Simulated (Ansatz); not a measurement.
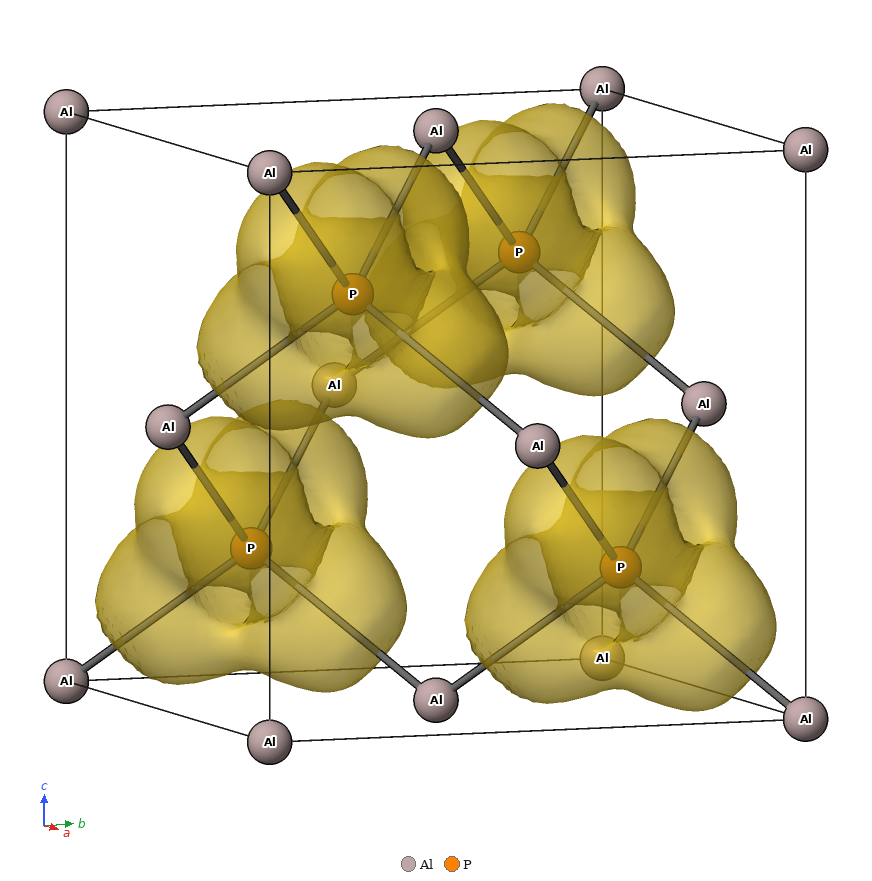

The picture shows: AlP. Isosurface of the electron localisation function at 0.75 (yellow), seen slightly off an axis. Only the valence region is drawn (cores and ρ < 0.01 e/Å³ removed). Sticks mark near contacts.

Space group F-43m.

Computed with DFT PBE, scalar-relativistic, plane waves, PAW (Ansatz 0.2.0).

In a PAW calculation such maps are meaningful between the atoms, not at the nuclei.

> What do the ELF domains correspond to?

The surface consists of four regions on P in which the atom's valence shell and bonds are merged, counted in one cell of 8 atoms. Regions shared between cells count once. Along the contacts the grid gives the following. Al–P (2.38 Å): the ELF peaks at about 0.95 between the atoms (a covalent bond).
